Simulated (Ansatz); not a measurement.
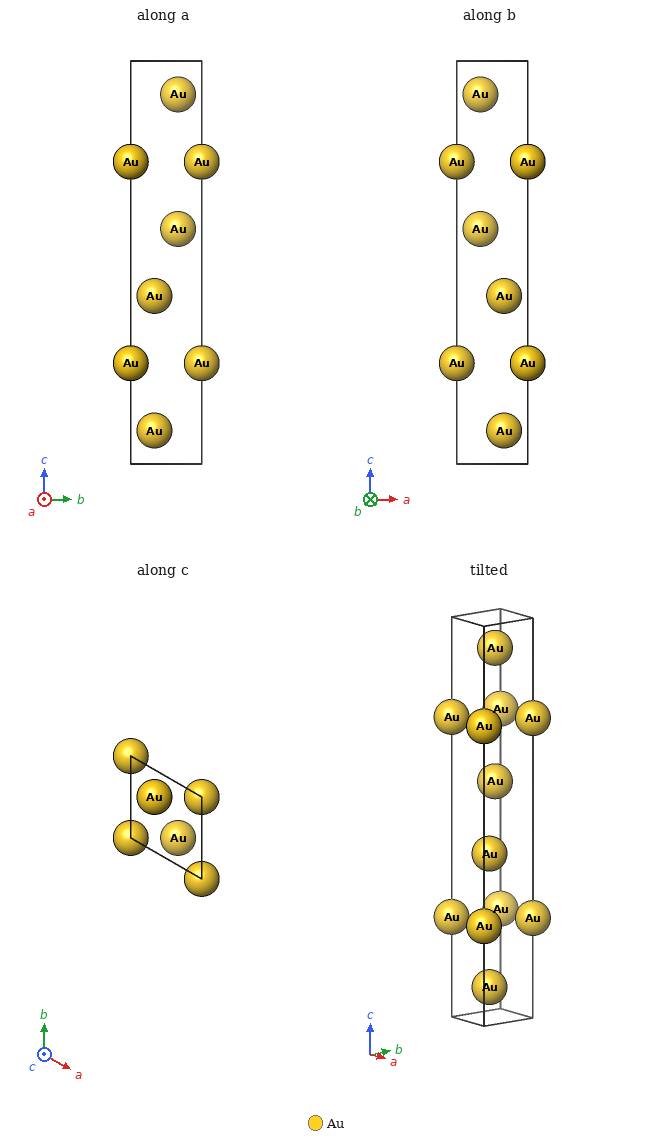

An orthographic spheres-only view of the structure, along the a axis, along the b axis, along the c axis and slightly off an axis. One conventional unit cell is framed, with atoms on its boundary repeated.

Lattice parameters: a = 2.936 Å, b = 2.936 Å, c = 14.444 Å, α = 90.00°, β = 90.00°, γ = 120.00°. Put a along x and b in the xy plane.

Convert the drawing into a POSCAR file.

```
Au
1.0
     2.936    0.000    0.000
    -1.468    2.543    0.000
     0.000    0.000   14.444
Au
6
Direct
  0.0000 0.0000 0.7500
  0.3333 0.6667 0.9169
  0.6667 0.3333 0.0831
  0.0000 0.0000 0.2500
  0.6667 0.3333 0.4169
  0.3333 0.6667 0.5831
```

Starting structure: a structure type filled with this element by a generator (whether the element takes this form wasn't checked). Earlier steps of the study may have refined or changed the cell and positions. It went into a calculation with Ansatz.
